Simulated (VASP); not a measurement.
## Run report: C, geometry relaxation (part 2 of 2)

The same run, continued: C (P6₃/mmc, 4 atoms in the cell); Kohn-Sham DFT of a periodic cell, PBE with D3(BJ), VASP PAW PBE potentials, recommended, no spin polarisation (VASP 6.6.1); cutoff 600 eV, 12×12×4 k-mesh, Gaussian smearing of 0.03 eV. The structure derives from a Materials Project entry.

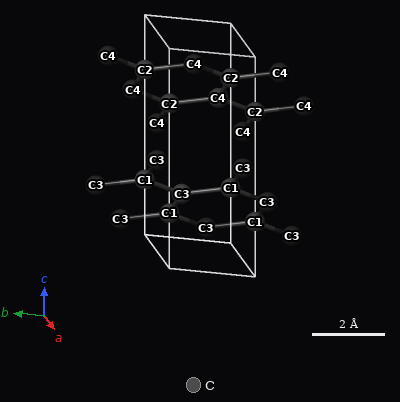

The geometry at step 3 of the log (ball-and-stick view of the cell of the calculation, seen at an oblique angle; neighbours outside the cell are drawn fainter; atoms are numbered from 1 in the order of the input).

### Parts of OUTCAR, continued
```
  FORCE on cell =-STRESS in cart. coord.  units (eV):
  Direction    XX          YY          ZZ          XY          YZ          ZX
  --------------------------------------------------------------------------------------
  -------------------------------------------------------------------------------------
  Total      -0.15833    -0.15833    -0.02549    -0.00000     0.00000    -0.00000
  in kB      -7.19759    -7.19759    -1.15874    -0.00000     0.00000    -0.00000
  external pressure =       -5.18 kB  Pullay stress =        0.00 kB

 VOLUME and BASIS-vectors are now :
 -----------------------------------------------------------------------------
  energy-cutoff  :      600.00
  volume of cell :       35.24
      direct lattice vectors                 reciprocal lattice vectors
     2.466742737  0.000000000  0.000000000     0.405392903  0.234053702  0.000000000
    -1.233371368  2.136261875 -0.000000000    -0.000000000  0.468107404  0.000000000
    -0.000000000 -0.000000000  6.688211414    -0.000000000  0.000000000  0.149516805

 POSITION                                       TOTAL-FORCE (eV/Angst)
 -----------------------------------------------------------------------------------
     -0.00000     -0.00000      1.67205         0.000000      0.000000     -0.000000
      2.46674      0.00000      5.01616        -0.000000     -0.000000      0.000000
     -0.00000      1.42417      1.67205        -0.000000     -0.000000     -0.000000
      1.23337      0.71209      5.01616         0.000000      0.000000      0.000000
 -----------------------------------------------------------------------------------
    total drift:                               -0.000000      0.000000      0.000000

  FREE ENERGIE OF THE ION-ELECTRON SYSTEM (eV)
  ---------------------------------------------------
  free  energy   TOTEN  =       -37.4720003249 eV

  energy  without entropy=      -37.4714800384  energy(sigma->0) =      -37.47174018

--------------------------------------- Ionic step        3  -------------------------------------------

 number of electron      16.0000001 magnetization

------------------------ aborting loop because EDIFF is reached ----------------------------------------

 Edisp (eV)   -0.62757

 E8    (eV) :    -0.1779

  FORCE on cell =-STRESS in cart. coord.  units (eV):
  Direction    XX          YY          ZZ          XY          YZ          ZX
  --------------------------------------------------------------------------------------
  -------------------------------------------------------------------------------------
  Total      -0.01060    -0.01060    -0.02836     0.00000     0.00000     0.00000
  in kB      -0.48238    -0.48238    -1.29046     0.00000     0.00000     0.00000
  external pressure =       -0.75 kB  Pullay stress =        0.00 kB

 VOLUME and BASIS-vectors are now :
 -----------------------------------------------------------------------------
  energy-cutoff  :      600.00
  volume of cell :       35.22
      direct lattice vectors                 reciprocal lattice vectors
     2.465482887  0.000000000  0.000000000     0.405600057  0.234173302  0.000000000
    -1.232741444  2.135170813 -0.000000000    -0.000000000  0.468346604  0.000000000
    -0.000000000 -0.000000000  6.689806662    -0.000000000  0.000000000  0.149481151

 POSITION                                       TOTAL-FORCE (eV/Angst)
 -----------------------------------------------------------------------------------
     -0.00000     -0.00000      1.67245        -0.000000      0.000000     -0.000000
     -1.23274      2.13517      5.01735        -0.000000      0.000000     -0.000000
     -0.00000      1.42345      1.67245         0.000000     -0.000000      0.000000
      1.23274      0.71172      5.01735        -0.000000      0.000000     -0.000000
 -----------------------------------------------------------------------------------
    total drift:                               -0.000000      0.000000      0.000000

  FREE ENERGIE OF THE ION-ELECTRON SYSTEM (eV)
  ---------------------------------------------------
  free  energy   TOTEN  =       -37.4720747372 eV

  energy  without entropy=      -37.4715539548  energy(sigma->0) =      -37.47181435

--------------------------------------- Ionic step        4  -------------------------------------------

 number of electron      16.0000001 magnetization

------------------------ aborting loop because EDIFF is reached ----------------------------------------

 Edisp (eV)   -0.62757

 E8    (eV) :    -0.1779

  FORCE on cell =-STRESS in cart. coord.  units (eV):
  Direction    XX          YY          ZZ          XY          YZ          ZX
  --------------------------------------------------------------------------------------
  -------------------------------------------------------------------------------------
  Total      -0.00697    -0.00697    -0.02666     0.00000    -0.00000     0.00000
  in kB      -0.31729    -0.31729    -1.21302     0.00000    -0.00000     0.00000
  external pressure =       -0.62 kB  Pullay stress =        0.00 kB

 VOLUME and BASIS-vectors are now :
 -----------------------------------------------------------------------------
  energy-cutoff  :      600.00
  volume of cell :       35.22
      direct lattice vectors                 reciprocal lattice vectors
     2.465449106  0.000000000  0.000000000     0.405605615  0.234176511  0.000000000
    -1.232724553  2.135141557 -0.000000000    -0.000000000  0.468353022  0.000000000
    -0.000000000 -0.000000000  6.689849437    -0.000000000  0.000000000  0.149480195

 POSITION                                       TOTAL-FORCE (eV/Angst)
 -----------------------------------------------------------------------------------
     -0.00000     -0.00000      1.67246        -0.000000      0.000000     -0.000000
     -0.00000     -0.00000      5.01739        -0.000000      0.000000      0.000000
     -0.00000      1.42343      1.67246         0.000000     -0.000000     -0.000000
      1.23272      0.71171      5.01739        -0.000000      0.000000      0.000000
 -----------------------------------------------------------------------------------
    total drift:                               -0.000000      0.000000      0.000000

  FREE ENERGIE OF THE ION-ELECTRON SYSTEM (eV)
  ---------------------------------------------------
  free  energy   TOTEN  =       -37.4720748152 eV

  energy  without entropy=      -37.4715540173  energy(sigma->0) =      -37.47181442

--------------------------------------- Ionic step        5  -------------------------------------------

 number of electron      16.0000001 magnetization

------------------------ aborting loop because EDIFF is reached ----------------------------------------

 Edisp (eV)   -0.62780

 E8    (eV) :    -0.1780

  FORCE on cell =-STRESS in cart. coord.  units (eV):
  Direction    XX          YY          ZZ          XY          YZ          ZX
  --------------------------------------------------------------------------------------
  -------------------------------------------------------------------------------------
  Total      -0.00407    -0.00407    -0.02479     0.00000     0.00000     0.00000
  in kB      -0.18523    -0.18523    -1.12835     0.00000     0.00000     0.00000
  external pressure =       -0.50 kB  Pullay stress =        0.00 kB

 VOLUME and BASIS-vectors are now :
 -----------------------------------------------------------------------------
  energy-cutoff  :      600.00
  volume of cell :       35.20
      direct lattice vectors                 reciprocal lattice vectors
     2.465434605  0.000000000  0.000000000     0.405608000  0.234177888  0.000000000
    -1.232717302  2.135128999  0.000000000    -0.000000000  0.468355776  0.000000000
     0.000000000 -0.000000000  6.687784274     0.000000000 -0.000000000  0.149526354

 POSITION                                       TOTAL-FORCE (eV/Angst)
 -----------------------------------------------------------------------------------
      2.46543      0.00000      1.67195         0.000000     -0.000000      0.000000
      2.46543      0.00000      5.01584        -0.000000      0.000000     -0.000000
     -0.00000      1.42342      1.67195         0.000000     -0.000000      0.000000
      1.23272      0.71171      5.01584        -0.000000      0.000000     -0.000000
 -----------------------------------------------------------------------------------
    total drift:                               -0.000000      0.000000      0.000000

  FREE ENERGIE OF THE ION-ELECTRON SYSTEM (eV)
  ---------------------------------------------------
  free  energy   TOTEN  =       -37.4720833592 eV

  energy  without entropy=      -37.4715629565  energy(sigma->0) =      -37.47182316

--------------------------------------- Ionic step        6  -------------------------------------------

 number of electron      16.0000001 magnetization

 Free energy of the ion-electron system (eV)
  ---------------------------------------------------
  ext. energy  EPLUGINS =         0.00000000
  ---------------------------------------------------
  free energy    TOTEN  =       -36.84360840 eV

  energy without entropy =      -36.84308922  energy(sigma->0) =      -36.84334881

 E-fermi :   4.7046     XC(G=0): -10.3515     alpha+bet :-11.3985

 val. band max:        4.7029835963   @ k =   0.3333   0.3333   0.5000
 cond. band min:       4.7051028884   @ k =   0.3333   0.3333   0.2500
 fundamental gap:      0.0021192920
 Fermi energy:         4.7046497793

 k-point     1 :       0.0000    0.0000    0.0000
  band No.  band energies     occupation
      1     -14.9416      2.00000
      2     -14.6317      2.00000
      3      -3.8172      2.00000
      4      -1.8077      2.00000
      5       1.6931      2.00000
      6       1.6931      2.00000
      7       1.7123      2.00000
      8       1.7123      2.00000
      9       9.0368      0.00000
     10      13.0292      0.00000
     11      13.0306      0.00000
     12      13.0831      0.00000

 k-point     2 :       0.0833   -0.0000    0.0000
  band No.  band energies     occupation
      1     -14.7759      2.00000
      2     -14.4690      2.00000
      3      -3.6161      2.00000
      4      -1.6200      2.00000
      5       1.0335      2.00000
      6       1.0687      2.00000
      7       1.3493      2.00000
      8       1.3788      2.00000
      9       9.2362      0.00000
     10      13.0807      0.00000
     11      13.1677      0.00000
     12      13.7448      0.00000

 k-point     3 :       0.1667   -0.0000    0.0000
  band No.  band energies     occupation
      1     -14.2806      2.00000
      2     -13.9829      2.00000
      3      -3.0168      2.00000
      4      -1.0630      2.00000
      5      -0.6224      2.00000
      6      -0.5553      2.00000
      7       0.5501      2.00000
      8       0.5922      2.00000
      9       9.8360      0.00000
     10      12.9797      0.00000
     11      13.1679      0.00000
     12      13.8794      0.00000

 k-point     4 :       0.2500   -0.0000    0.0000
  band No.  band energies     occupation
      1     -13.4617      2.00000
      2     -13.1790      2.00000
      3      -2.7406      2.00000
      4      -2.6378      2.00000
      5      -2.0350      2.00000
      6      -0.3339      2.00000
      7      -0.2837      2.00000
      8      -0.1617      2.00000
      9      10.8290      0.00000
     10      11.6492      0.00000
     11      12.3029      0.00000
     12      12.6480      0.00000

 k-point     5 :       0.3333   -0.0000    0.0000
  band No.  band energies     occupation
      1     -12.3315      2.00000
      2     -12.0695      2.00000
      3      -4.9636      2.00000
      4      -4.8250      2.00000
      5      -1.0693      2.00000
      6      -1.0149      2.00000
      7      -0.7098      2.00000
      8       1.0161      2.00000
      9       9.2099      0.00000
     10      10.1317      0.00000
     11      12.0872      0.00000
     12      12.3360      0.00000

 [... the levels of 18 k-points are left out ...]

 k-point    24 :       0.3333   -0.0000    0.2500
  band No.  band energies     occupation
      1     -12.2949      2.00000
      2     -12.1099      2.00000
      3      -4.9439      2.00000
      4      -4.8457      2.00000
      5      -1.0615      2.00000
      6      -1.0229      2.00000
      7      -0.4888      2.00000
      8       0.7225      2.00000
      9       9.3099      0.00000
     10       9.9671      0.00000
     11      12.2906      0.00000
     12      12.4712      0.00000

 [... further k-points ...]

------------------------ aborting loop because EDIFF is reached ----------------------------------------

 Edisp (eV)   -0.62850

 E8    (eV) :    -0.1782

  FORCE on cell =-STRESS in cart. coord.  units (eV):
  Direction    XX          YY          ZZ          XY          YZ          ZX
  --------------------------------------------------------------------------------------
  -------------------------------------------------------------------------------------
  Total      -0.00124    -0.00124    -0.01995     0.00000     0.00000     0.00000
  in kB      -0.05637    -0.05637    -0.90862     0.00000     0.00000     0.00000
  external pressure =       -0.34 kB  Pullay stress =        0.00 kB

 VOLUME and BASIS-vectors are now :
 -----------------------------------------------------------------------------
  energy-cutoff  :      600.00
  volume of cell :       35.17
      direct lattice vectors                 reciprocal lattice vectors
     2.465391103  0.000000000  0.000000000     0.405615157  0.234182020 -0.000000000
    -1.232695551  2.135091325  0.000000000    -0.000000000  0.468364041  0.000000000
     0.000000000 -0.000000000  6.681588785     0.000000000 -0.000000000  0.149665002

 POSITION                                       TOTAL-FORCE (eV/Angst)
 -----------------------------------------------------------------------------------
      0.00000     -0.00000      1.67040        -0.000000      0.000000     -0.000000
      0.00000     -0.00000      5.01119         0.000000     -0.000000     -0.000000
     -0.00000      1.42339      1.67040         0.000000      0.000000      0.000000
      1.23270      0.71170      5.01119        -0.000000     -0.000000     -0.000000
 -----------------------------------------------------------------------------------
    total drift:                               -0.000000      0.000000      0.000000

  FREE ENERGIE OF THE ION-ELECTRON SYSTEM (eV)
  ---------------------------------------------------
  free  energy   TOTEN  =       -37.4721067274 eV

  energy  without entropy=      -37.4715875444  energy(sigma->0) =      -37.47184714

 reached required accuracy - stopping structural energy minimisation
```

### CONTCAR
```
C
   1.00000000000000
     2.4653911025358557    0.0000000000000000    0.0000000000000000
    -1.2326955512679278    2.1350913250002117    0.0000000000000000
     0.0000000000000000   -0.0000000000000000    6.6815887845410558
  C
     4
Direct
     0.0000000000000000    0.0000000000000000    0.2500000000000000
     0.0000000000000000    0.0000000000000000    0.7500000000000000
     0.3333333300000021    0.6666666699999979    0.2500000000000000
     0.6666666699999979    0.3333333300000021    0.7500000000000000

  0.00000000E+00  0.00000000E+00  0.00000000E+00
  0.00000000E+00  0.00000000E+00  0.00000000E+00
  0.00000000E+00  0.00000000E+00  0.00000000E+00
  0.00000000E+00  0.00000000E+00  0.00000000E+00
```

### Trajectory as extended XYZ (Å, eV, eV/Å), 6 frames, from step=0 to step=5
```
4
Lattice="2.4649 0.0000 0.0000 -1.2324 2.1346 0.0000 0.0000 0.0000 6.6906" Properties=species:S:1:pos:R:3:forces:R:3 step=0 energy=-37.47206
C     0.0000    0.0000    1.6727    0.0000   0.0000   0.0000
C     0.0000    0.0000    5.0180    0.0000   0.0000   0.0000
C     0.0000    1.4231    1.6727    0.0000   0.0000   0.0000
C     1.2324    0.7115    5.0180    0.0000   0.0000   0.0000
4
Lattice="2.4667 0.0000 0.0000 -1.2334 2.1363 -0.0000 -0.0000 -0.0000 6.6882" Properties=species:S:1:pos:R:3:forces:R:3 step=1 energy=-37.47200
C     0.0000    0.0000    1.6721    0.0000   0.0000   0.0000
C     2.4667    0.0000    5.0162    0.0000   0.0000   0.0000
C     0.0000    1.4242    1.6721    0.0000   0.0000   0.0000
C     1.2334    0.7121    5.0162    0.0000   0.0000   0.0000
4
Lattice="2.4655 0.0000 0.0000 -1.2327 2.1352 -0.0000 -0.0000 -0.0000 6.6898" Properties=species:S:1:pos:R:3:forces:R:3 step=2 energy=-37.47207
C     0.0000    0.0000    1.6725    0.0000   0.0000   0.0000
C    -1.2327    2.1352    5.0174    0.0000   0.0000   0.0000
C     0.0000    1.4234    1.6725    0.0000   0.0000   0.0000
C     1.2327    0.7117    5.0174    0.0000   0.0000   0.0000
4
Lattice="2.4654 0.0000 0.0000 -1.2327 2.1351 -0.0000 -0.0000 -0.0000 6.6898" Properties=species:S:1:pos:R:3:forces:R:3 step=3 energy=-37.47207
C     0.0000    0.0000    1.6725    0.0000   0.0000   0.0000
C     0.0000    0.0000    5.0174    0.0000   0.0000   0.0000
C     0.0000    1.4234    1.6725    0.0000   0.0000   0.0000
C     1.2327    0.7117    5.0174    0.0000   0.0000   0.0000
4
Lattice="2.4654 0.0000 0.0000 -1.2327 2.1351 0.0000 0.0000 -0.0000 6.6878" Properties=species:S:1:pos:R:3:forces:R:3 step=4 energy=-37.47208
C     2.4654    0.0000    1.6719    0.0000   0.0000   0.0000
C     2.4654    0.0000    5.0158    0.0000   0.0000   0.0000
C     0.0000    1.4234    1.6719    0.0000   0.0000   0.0000
C     1.2327    0.7117    5.0158    0.0000   0.0000   0.0000
4
Lattice="2.4654 0.0000 0.0000 -1.2327 2.1351 0.0000 0.0000 -0.0000 6.6816" Properties=species:S:1:pos:R:3:forces:R:3 step=5 energy=-37.47211
C     0.0000    0.0000    1.6704    0.0000   0.0000   0.0000
C     0.0000    0.0000    5.0112    0.0000   0.0000   0.0000
C     0.0000    1.4234    1.6704    0.0000   0.0000   0.0000
C     1.2327    0.7117    5.0112    0.0000   0.0000   0.0000
```

This output came from the following input.

### INCAR
```
SYSTEM = C
  PREC = Accurate
  ENCUT = 600
  EDIFF = 1E-7
  ISMEAR = 0
  SIGMA = 0.03
  LREAL = .False.
  LASPH = .True.
  NELM = 80
  ALGO = Normal
  ISIF = 3
  LWAVE = .False.
  LCHARG = .False.
  GGA = PE
  IVDW = 12
  IBRION = 2
  NSW = 90
  EDIFFG = -0.005
```

### KPOINTS
```
regular mesh
0
Gamma
  12 12 4
  0 0 0
```

### POSCAR
```
C                                       
1.0
    2.4648513798      0.0000000000      0.0000000000
   -1.2324256899      2.1346239114      0.0000000000
    0.0000000000     -0.0000000000      6.6906062900
  C             
     4
Direct
     0.0000000000000000    0.0000000000000000    0.2500000000000000
     0.0000000000000000    0.0000000000000000    0.7500000000000000
     0.3333333300000021    0.6666666699999979    0.2500000000000000
     0.6666666699999979    0.3333333300000021    0.7500000000000000
```

Launched with:
```bash
cat potpaw_PBE.64/C/POTCAR > POTCAR
mpirun -np 1 vasp_std > vasp.out
```

### Key numbers

- outcome: converged
- space group (tolerance 0.01 Å): P6₃/mmc (194)
- electrons treated: 16
- free energy: −37.4721 eV
- dispersion energy: −0.6285 eV
- Fermi energy: 4.705 eV
- gap on the k-point mesh: none (metallic)
- pressure: −0.03 GPa
- final volume: 35.17 Å³
- largest force (length of the vector) at the end: under 0.001 eV/Å
- final cell: a = 2.465 Å, b = 2.465 Å, c = 6.682 Å, α = 90.00°, β = 90.00°, γ = 120.00°
- hardware: 1 thread of Intel Xeon (Granite Rapids), 192 GiB of memory available, shared host
- wall time: 37 s
- peak memory: 0.17 GiB
